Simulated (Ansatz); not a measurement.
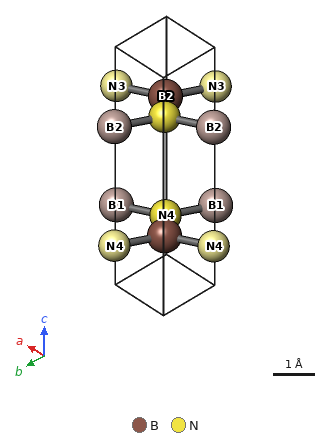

The structure as given in the input (ball-and-stick view of the cell of the calculation, seen at an oblique angle; neighbours outside the cell are drawn fainter; atoms are numbered from 1 in the order of the input). An atom can appear more than once, as a periodic image. Near neighbours in the periodic cell (some may lie outside the picture): B has 3 N at 1.43 Å; N has 3 B at 1.43 Å.

# Geometry relaxation of BN (part 1 of 2)

- system: BN (P6₃/mmc, 4 atoms in the cell)
- method: DFT PBE+D3(BJ), scalar-relativistic, plane waves, PAW, no spin polarisation (Ansatz 0.2.0)

The structure derives from an entry of the Crystallography Open Database. It belongs to a series of runs on one base structure; here: volume × 0.94, shape and atoms relaxed. Figures and captions count atoms from 1; the log counts them from 0 in places.

## Log
```
Engine: ansatz 0.2.0, aarch64-unknown-linux-gnu
Pseudopotentials: kind: paw
Pseudopotential: B, paw, valence charge 3, recommended cutoff 420 eV (normal), B.paw.azcp
Pseudopotential: N, paw, valence charge 5, recommended cutoff 420 eV (normal), N.paw.azcp
Functional definition: PBE
  parameter kappa = 0.804
  parameter beta = 0.06672455060314922
  exchange = pbe_x(kappa = kappa, mu = beta*pi^2/3)
  correlation = pbe_c(beta = beta)
Crystal: 4 atoms, lattice volume = 33.825 Å³
Basis set: ecut = 420 eV, 639 PW (Γ), exchange–correlation on 36×36×90 points (8 copies of the dense FFT grid, shifted against one another)
Bands: 12, of which v1, the nominal top of the filled ones, is band 8 counted from 1 (7 counted from 0)
Symmetry: 24 space group operations
Space group: P63/mmc (ITA 194), of the structure as read, at distance tolerance 3.2e-5 Å
k-points: 57 of 576
Non-local potential: B, projectors of the file, l = 0: 2, l = 1: 2, l = 2: 1
Non-local potential: N, projectors of the file, l = 0: 2, l = 1: 2, l = 2: 1
PAW form: soft (Blöchl's): semilocal exchange-correlation on the pseudo side does not see the compensation charge
PAW one-centre angular grid: B, 110 points (default); XC on 64 Gauss nodes
PAW one-centre angular grid: N, 110 points (default); XC on 64 Gauss nodes
Initial density: superposition of atomic densities (neutral atoms: chi_scale 0, normalization atom), corrected by the library's trained network
Initial wavefunctions: pseudopotential atomic-orbital guess
Functional: x = pbe(κ = 0.804, μ = 0.2195149727645171), c = pbe(β = 0.06672455060314922)
SCF iter   1: F=—  HF=-1085.333524 eV  |F-HF|=—  |Δ(HF+E_count)|=         —  Δρ=1.59e-3  dr2=2.34e-4  ethr=1.77e-3  ⟨swp⟩=6.3  Hψ=4230  notcnv=0
preconditioner: auto → none  [insulator: Δε(μ)=4.244 eV  Ē_g=16.182 eV  σ=0.020 eV  W_gap=1.00  n_scr=4 (ndim 8)  ℏωp=25.5 eV  f_vac=0.011  D(μ)=0.00/eV (n_scr^D=0)  ε∞_Penn≈3.5]
SCF iter   2: F=—  HF=-1085.334608 eV  |F-HF|=—  |Δ(HF+E_count)|=   1.08e-3  Δρ=7.97e-4  dr2=4.69e-5  ethr=1.46e-6  ⟨swp⟩=2.1  Hψ=1766  notcnv=0
SCF iter   3: F=—  HF=-1085.335003 eV  |F-HF|=—  |Δ(HF+E_count)|=   3.94e-4  Δρ=8.53e-5  dr2=1.15e-6  ethr=2.93e-7  ⟨swp⟩=2.0  Hψ=1307  notcnv=0
SCF iter   4: F=—  HF=-1085.335006 eV  |F-HF|=—  |Δ(HF+E_count)|=   3.32e-6  Δρ=5.12e-5  dr2=6.57e-7  ethr=7.19e-9  ⟨swp⟩=2.0  Hψ=1140  notcnv=0
iter 5 did not close the SCF: its close was put off for the readings that it lacked (scf_convergence_deferred on its scf_iter line)
SCF iter   5: F=-1085.335006 eV  HF=-1085.335006 eV  |F-HF|=2.69e-8  |Δ(HF+E_count)|=   7.40e-8  Δρ=6.60e-6  dr2=6.15e-9  ethr=4.11e-9  ⟨swp⟩=2.2  Hψ=1085  notcnv=0
SCF iter   6: F=-1085.335006 eV  HF=-1085.335006 eV  |F-HF|=3.09e-10  |Δ(HF+E_count)|=   3.06e-8  Δρ=9.47e-7  dr2=1.90e-10  ethr=3.84e-11  ⟨swp⟩=5.0  Hψ=3614  notcnv=0
SCF 1 converged in 6 iterations: F = -1085.335006 eV  dr2 = 1.90e-10
  greatest PAW one-centre occupation: 0.801 electrons in one spin orbital (limit 2), on the N atom at site 3 (counted from 0), in its partial waves of l = 0
relax step   1: F+E_penalty+E_count = -1085.33500592 eV  Δ(F+E_penalty+E_count) = +0.000e0 eV  max|allowed force component| = 2.966e-16 eV/Å  Δτ_max = 0.0000 Å  P = +9.391 GPa  Ω = 33.825 Å³  fix = [volume]  reactions: volume +9.391 GPa  (6 SCF iters, dr2 threshold 1.00e-7 eV, accepted)
Basis set: ecut = 420 eV, 651 PW (Γ), exchange–correlation on 36×36×90 points (8 copies of the dense FFT grid, shifted against one another)
Initial density: handed on by an earlier stage of this run
Initial wavefunctions: those handed on with the density
iter 1 solved again at ethr=1.78e-5 eV; its pass at ethr=3.10e-3 eV (dr2=2.84e-3 eV) is discarded
SCF iter   1: F=—  HF=-1085.356242 eV  |F-HF|=—  |Δ(HF+E_count)|=         —  Δρ=3.29e-3  dr2=2.41e-3  ethr=1.78e-5  ⟨swp⟩=1.9  Hψ=5461  notcnv=0
preconditioner: auto → none  [insulator: Δε(μ)=4.159 eV  Ē_g=16.038 eV  σ=0.020 eV  W_gap=1.00  n_scr=4 (ndim 8)  ℏωp=25.5 eV  f_vac=0.005  D(μ)=0.00/eV (n_scr^D=0)  ε∞_Penn≈3.5]
SCF iter   2: F=—  HF=-1085.355544 eV  |F-HF|=—  |Δ(HF+E_count)|=   6.97e-4  Δρ=1.20e-3  dr2=2.24e-4  ethr=1.51e-5  ⟨swp⟩=2.6  Hψ=1292  notcnv=0
SCF iter   3: F=—  HF=-1085.355524 eV  |F-HF|=—  |Δ(HF+E_count)|=   2.05e-5  Δρ=2.26e-4  dr2=5.56e-6  ethr=1.40e-6  ⟨swp⟩=2.7  Hψ=1183  notcnv=0
iter 4 did not close the SCF: its close was put off for the readings that it lacked (scf_convergence_deferred on its scf_iter line)
SCF iter   4: F=-1085.355529 eV  HF=-1085.355529 eV  |F-HF|=2.19e-7  |Δ(HF+E_count)|=   5.32e-6  Δρ=3.44e-5  dr2=1.78e-7  ethr=3.48e-8  ⟨swp⟩=2.7  Hψ=1087  notcnv=0
iter 5 did not close the SCF: its close was put off for the readings that it lacked (scf_convergence_deferred on its scf_iter line)
SCF iter   5: F=-1085.355529 eV  HF=-1085.355529 eV  |F-HF|=9.78e-10  |Δ(HF+E_count)|=   2.45e-7  Δρ=1.95e-6  dr2=4.19e-10  ethr=1.11e-9  ⟨swp⟩=2.1  Hψ=1068  notcnv=0
SCF iter   6: F=-1085.355529 eV  HF=-1085.355529 eV  |F-HF|=1.82e-12  |Δ(HF+E_count)|=   1.28e-9  Δρ=1.19e-7  dr2=2.54e-12  ethr=2.62e-12  ⟨swp⟩=4.6  Hψ=3606  notcnv=0
SCF 2 converged in 6 iterations: F = -1085.355529 eV  dr2 = 2.54e-12
  greatest PAW one-centre occupation: 0.799 electrons in one spin orbital (limit 2), on the N atom at site 3 (counted from 0), in its partial waves of l = 0
relax step   2: F+E_penalty+E_count = -1085.35552935 eV  Δ(F+E_penalty+E_count) = -2.052e-2 eV  max|allowed force component| = 6.476e-16 eV/Å  Δτ_max = 0.0000 Å  P = +4.757 GPa  Ω = 33.825 Å³  energy of the carried Pulay correction = +2.501e-4 eV  fix = [volume]  reactions: volume +4.757 GPa  (6 SCF iters, dr2 threshold 4.00e-7 eV, accepted)
Basis set: ecut = 420 eV, 663 PW (Γ), exchange–correlation on 36×36×90 points (8 copies of the dense FFT grid, shifted against one another)
iter 1 solved again at ethr=2.72e-6 eV; its pass at ethr=3.10e-3 eV (dr2=4.35e-4 eV) is discarded
SCF iter   1: F=—  HF=-1085.358397 eV  |F-HF|=—  |Δ(HF+E_count)|=         —  Δρ=1.65e-3  dr2=6.07e-4  ethr=2.72e-6  ⟨swp⟩=2.3  Hψ=5312  notcnv=0
preconditioner: auto → none  [insulator: Δε(μ)=4.143 eV  Ē_g=15.988 eV  σ=0.020 eV  W_gap=1.00  n_scr=4 (ndim 8)  ℏωp=25.5 eV  f_vac=0.005  D(μ)=0.00/eV (n_scr^D=0)  ε∞_Penn≈3.6]
SCF iter   2: F=—  HF=-1085.358220 eV  |F-HF|=—  |Δ(HF+E_count)|=   1.77e-4  Δρ=5.97e-4  dr2=5.63e-5  ethr=2.72e-6  ⟨swp⟩=2.1  Hψ=1051  notcnv=0
SCF iter   3: F=—  HF=-1085.358210 eV  |F-HF|=—  |Δ(HF+E_count)|=   1.02e-5  Δρ=1.12e-4  dr2=1.36e-6  ethr=3.52e-7  ⟨swp⟩=2.8  Hψ=1195  notcnv=0
iter 4 did not close the SCF: its close was put off for the readings that it lacked (scf_convergence_deferred on its scf_iter line)
SCF iter   4: F=-1085.358211 eV  HF=-1085.358211 eV  |F-HF|=5.58e-8  |Δ(HF+E_count)|=   1.33e-6  Δρ=1.72e-5  dr2=4.32e-8  ethr=8.52e-9  ⟨swp⟩=2.6  Hψ=1072  notcnv=0
iter 5 did not close the SCF: its close was put off for the readings that it lacked (scf_convergence_deferred on its scf_iter line)
SCF iter   5: F=-1085.358211 eV  HF=-1085.358211 eV  |F-HF|=2.33e-10  |Δ(HF+E_count)|=   6.23e-8  Δρ=9.87e-7  dr2=1.15e-10  ethr=2.70e-10  ⟨swp⟩=2.1  Hψ=1074  notcnv=0
SCF iter   6: F=-1085.358211 eV  HF=-1085.358211 eV  |F-HF|=9.09e-13  |Δ(HF+E_count)|=  2.79e-10  Δρ=7.01e-8  dr2=8.69e-13  ethr=1.00e-12  ⟨swp⟩=4.2  Hψ=3377  notcnv=0
SCF 3 converged in 6 iterations: F = -1085.358211 eV  dr2 = 8.69e-13
  greatest PAW one-centre occupation: 0.798 electrons in one spin orbital (limit 2), on the N atom at site 3 (counted from 0), in its partial waves of l = 0
relax step   3: F+E_penalty+E_count = -1085.35821117 eV  Δ(F+E_penalty+E_count) = -2.682e-3 eV  max|allowed force component| = 1.735e-18 eV/Å  Δτ_max = 0.0000 Å  P = +2.481 GPa  Ω = 33.825 Å³  energy of the carried Pulay correction = +3.749e-4 eV  fix = [volume]  reactions: volume +2.481 GPa  (6 SCF iters, dr2 threshold 4.00e-7 eV, accepted)
Initial wavefunctions: pseudopotential atomic-orbital guess (no wavefunctions were taken with the density)
iter 1 solved again at ethr=1.29e-7 eV; its pass at ethr=3.10e-3 eV (dr2=2.06e-5 eV) is discarded
SCF iter   1: F=—  HF=-1085.358307 eV  |F-HF|=—  |Δ(HF+E_count)|=         —  Δρ=1.26e-4  dr2=5.30e-7  ethr=1.29e-7  ⟨swp⟩=3.1  Hψ=5983  notcnv=0
preconditioner: auto → none  [insulator: Δε(μ)=4.154 eV  Ē_g=15.999 eV  σ=0.020 eV  W_gap=1.00  n_scr=4 (ndim 8)  ℏωp=25.5 eV  f_vac=0.005  D(μ)=0.00/eV (n_scr^D=0)  ε∞_Penn≈3.5]
SCF iter   2: F=—  HF=-1085.358307 eV  |F-HF|=—  |Δ(HF+E_count)|=   3.18e-7  Δρ=6.37e-5  dr2=1.29e-7  ethr=3.31e-9  ⟨swp⟩=2.6  Hψ=1110  notcnv=0
SCF iter   3: F=—  HF=-1085.358309 eV  |F-HF|=—  |Δ(HF+E_count)|=   2.15e-6  Δρ=1.91e-6  dr2=2.37e-10  ethr=8.03e-10  ⟨swp⟩=2.0  Hψ=1138  notcnv=0
iter 4 did not close the SCF: its close was put off for the readings that it lacked (scf_convergence_deferred on its scf_iter line)
SCF iter   4: F=-1085.358309 eV  HF=-1085.358309 eV  |F-HF|=8.64e-12  |Δ(HF+E_count)|=   1.26e-9  Δρ=2.20e-7  dr2=6.66e-12  ethr=1.48e-12  ⟨swp⟩=2.1  Hψ=1116  notcnv=0
iter 5 did not close the SCF: its close was put off for the readings that it lacked (scf_convergence_deferred on its scf_iter line)
SCF iter   5: F=-1085.358309 eV  HF=-1085.358309 eV  |F-HF|=4.55e-13  |Δ(HF+E_count)|=  9.78e-12  Δρ=1.80e-8  dr2=5.02e-14  ethr=1.00e-12  ⟨swp⟩=1.0  Hψ=684  notcnv=0
iter 6 did not close the SCF: its close was put off for the readings that it lacked (scf_convergence_deferred on its scf_iter line)
SCF iter   6: F=-1085.358309 eV  HF=-1085.358309 eV  |F-HF|=0.00e0  |Δ(HF+E_count)|=  2.27e-13  Δρ=3.29e-9  dr2=1.70e-15  ethr=1.00e-12  ⟨swp⟩=1.0  Hψ=684  notcnv=0
iter 7 did not close the SCF: its close was put off for the readings that it lacked (scf_convergence_deferred on its scf_iter line)
SCF iter   7: F=-1085.358309 eV  HF=-1085.358309 eV  |F-HF|=2.27e-13  |Δ(HF+E_count)|=    0.00e0  Δρ=2.09e-9  dr2=9.92e-16  ethr=1.00e-12  ⟨swp⟩=1.0  Hψ=684  notcnv=0
SCF iter   8: F=-1085.358309 eV  HF=-1085.358309 eV  |F-HF|=2.27e-13  |Δ(HF+E_count)|=  2.27e-13  Δρ=6.52e-10  dr2=8.71e-17  ethr=1.00e-12  ⟨swp⟩=2.0  Hψ=1879  notcnv=0
SCF 4 converged in 8 iterations: F = -1085.358309 eV  dr2 = 8.71e-17
relax step   4: F+E_penalty+E_count = -1085.35830892 eV  Δ(F+E_penalty+E_count) = -9.775e-5 eV  max|allowed force component| = 5.551e-17 eV/Å  Δτ_max = 0.0000 Å  P = +2.484 GPa  Ω = 33.825 Å³  fix = [volume]  reactions: volume +2.484 GPa  stress off target by 1.64e-1 GPa on what of the cell is left free  SCF on the basis re-selected at this cell (its energy is not comparable with the rows above)  (8 SCF iters)
basis re-selected at this cell: Δ(F+E_penalty+E_count) = -9.775e-5 eV, ΔP = +0.003 GPa vs the last step (what re-selecting the basis moved, of the pressure what is left beyond the Pulay correction that the steps carried, after the strain that the cell walked since its last selection, with what the two solves' SCF thresholds leave and, on support functions, any second-order correction that the steps lacked; it is no measure of the basis error at this ecutwfc). This SCF's stress stands 1.64e-1 GPa from its target on what of the cell is left free (relax.cell.stress_tol is 1.00e-1 GPa) and its largest allowed force component is 5.55e-17 eV/Å (relax.f_tol is 1.00e-2 eV/Å): not within both, so this SCF does not close the relaxation
iter 1 solved again at ethr=1.04e-8 eV; its pass at ethr=3.10e-3 eV (dr2=1.67e-6 eV) is discarded
SCF iter   1: F=—  HF=-1085.358333 eV  |F-HF|=—  |Δ(HF+E_count)|=         —  Δρ=1.03e-4  dr2=2.39e-6  ethr=1.04e-8  ⟨swp⟩=2.3  Hψ=5215  notcnv=0
preconditioner: auto → none  [insulator: Δε(μ)=4.152 eV  Ē_g=15.995 eV  σ=0.020 eV  W_gap=1.00  n_scr=4 (ndim 8)  ℏωp=25.5 eV  f_vac=0.005  D(μ)=0.00/eV (n_scr^D=0)  ε∞_Penn≈3.5]
SCF iter   2: F=—  HF=-1085.358326 eV  |F-HF|=—  |Δ(HF+E_count)|=   7.28e-6  Δρ=3.74e-5  dr2=2.22e-7  ethr=1.04e-8  ⟨swp⟩=2.2  Hψ=1059  notcnv=0
iter 3 did not close the SCF: its close was put off for the readings that it lacked (scf_convergence_deferred on its scf_iter line)
SCF iter   3: F=-1085.358326 eV  HF=-1085.358326 eV  |F-HF|=4.83e-9  |Δ(HF+E_count)|=   1.48e-8  Δρ=7.02e-6  dr2=5.33e-9  ethr=1.38e-9  ⟨swp⟩=2.7  Hψ=1189  notcnv=0
iter 4 did not close the SCF: its close was put off for the readings that it lacked (scf_convergence_deferred on its scf_iter line)
SCF iter   4: F=-1085.358326 eV  HF=-1085.358326 eV  |F-HF|=2.15e-10  |Δ(HF+E_count)|=   5.20e-9  Δρ=1.06e-6  dr2=1.65e-10  ethr=3.33e-11  ⟨swp⟩=2.7  Hψ=1088  notcnv=0
iter 5 did not close the SCF: its close was put off for the readings that it lacked (scf_convergence_deferred on its scf_iter line)
SCF iter   5: F=-1085.358326 eV  HF=-1085.358326 eV  |F-HF|=9.09e-13  |Δ(HF+E_count)|=  2.41e-10  Δρ=6.09e-8  dr2=4.40e-13  ethr=1.03e-12  ⟨swp⟩=2.1  Hψ=1080  notcnv=0
SCF iter   6: F=-1085.358326 eV  HF=-1085.358326 eV  |F-HF|=2.27e-13  |Δ(HF+E_count)|=  1.36e-12  Δρ=4.40e-9  dr2=3.30e-15  ethr=1.00e-12  ⟨swp⟩=3.3  Hψ=2548  notcnv=0
SCF 5 converged in 6 iterations: F = -1085.358326 eV  dr2 = 3.30e-15
relax step   5: F+E_penalty+E_count = -1085.35832559 eV  Δ(F+E_penalty+E_count) = -1.668e-5 eV  max|allowed force component| = 1.037e-15 eV/Å  Δτ_max = 0.0000 Å  P = +2.343 GPa  Ω = 33.825 Å³  energy of the carried Pulay correction = +6.716e-6 eV  fix = [volume]  reactions: volume +2.343 GPa  (6 SCF iters, accepted)
iter 1 solved again at ethr=1.12e-7 eV; its pass at ethr=3.10e-3 eV (dr2=1.79e-5 eV) is discarded
SCF iter   1: F=—  HF=-1085.358328 eV  |F-HF|=—  |Δ(HF+E_count)|=         —  Δρ=1.04e-6  dr2=7.52e-11  ethr=1.12e-7  ⟨swp⟩=3.1  Hψ=5990  notcnv=0
eigensolver tolerance schedule: the retry pair's looser diagonalisation over-reported the residual by 238782.06 of it (diagonalisation noise at an unbounded share of the residual, at the tolerance the schedule requests for it); recorded, not acted on — ethr = c·dr2/N_el stays at c = 1.0e-1
preconditioner: auto → none  [insulator: Δε(μ)=4.152 eV  Ē_g=15.996 eV  σ=0.020 eV  W_gap=1.00  n_scr=4 (ndim 8)  ℏωp=25.5 eV  f_vac=0.005  D(μ)=0.00/eV (n_scr^D=0)  ε∞_Penn≈3.5]
SCF iter   2: F=—  HF=-1085.358321 eV  |F-HF|=—  |Δ(HF+E_count)|=   6.93e-6  Δρ=5.85e-7  dr2=3.77e-11  ethr=1.00e-12  ⟨swp⟩=3.4  Hψ=1547  notcnv=0
iter 3 did not close the SCF: its close was put off for the readings that it lacked (scf_convergence_deferred on its scf_iter line)
SCF iter   3: F=-1085.358321 eV  HF=-1085.358321 eV  |F-HF|=3.73e-11  |Δ(HF+E_count)|=  2.59e-11  Δρ=3.69e-7  dr2=8.53e-12  ethr=1.00e-12  ⟨swp⟩=1.0  Hψ=684  notcnv=0
iter 4 did not close the SCF: its close was put off for the readings that it lacked (scf_convergence_deferred on its scf_iter line)
SCF iter   4: F=-1085.358321 eV  HF=-1085.358321 eV  |F-HF|=0.00e0  |Δ(HF+E_count)|=  3.98e-11  Δρ=5.23e-8  dr2=3.29e-13  ethr=1.00e-12  ⟨swp⟩=1.0  Hψ=684  notcnv=0
iter 5 did not close the SCF: its close was put off for the readings that it lacked (scf_convergence_deferred on its scf_iter line)
SCF iter   5: F=-1085.358321 eV  HF=-1085.358321 eV  |F-HF|=0.00e0  |Δ(HF+E_count)|=  6.82e-13  Δρ=2.94e-8  dr2=1.37e-13  ethr=1.00e-12  ⟨swp⟩=1.0  Hψ=684  notcnv=0
iter 6 did not close the SCF: its close was put off for the readings that it lacked (scf_convergence_deferred on its scf_iter line)
SCF iter   6: F=-1085.358321 eV  HF=-1085.358321 eV  |F-HF|=2.27e-13  |Δ(HF+E_count)|=  2.27e-13  Δρ=9.77e-9  dr2=1.73e-14  ethr=1.00e-12  ⟨swp⟩=1.0  Hψ=684  notcnv=0
SCF iter   7: F=-1085.358321 eV  HF=-1085.358321 eV  |F-HF|=0.00e0  |Δ(HF+E_count)|=    0.00e0  Δρ=6.06e-9  dr2=5.80e-15  ethr=1.00e-12  ⟨swp⟩=2.1  Hψ=2072  notcnv=0
SCF 6 converged in 7 iterations: F = -1085.358321 eV  dr2 = 5.80e-15
relax step   6: F+E_penalty+E_count = -1085.35832116 eV  Δ(F+E_penalty+E_count) = +4.436e-6 eV  max|allowed force component| = 1.018e-15 eV/Å  Δτ_max = 0.0000 Å  P = +2.343 GPa  Ω = 33.825 Å³  fix = [volume]  reactions: volume +2.343 GPa  stress off target by 2.47e-3 GPa on what of the cell is left free  SCF on the basis re-selected at this cell (its energy is not comparable with the rows above)  (7 SCF iters)
```
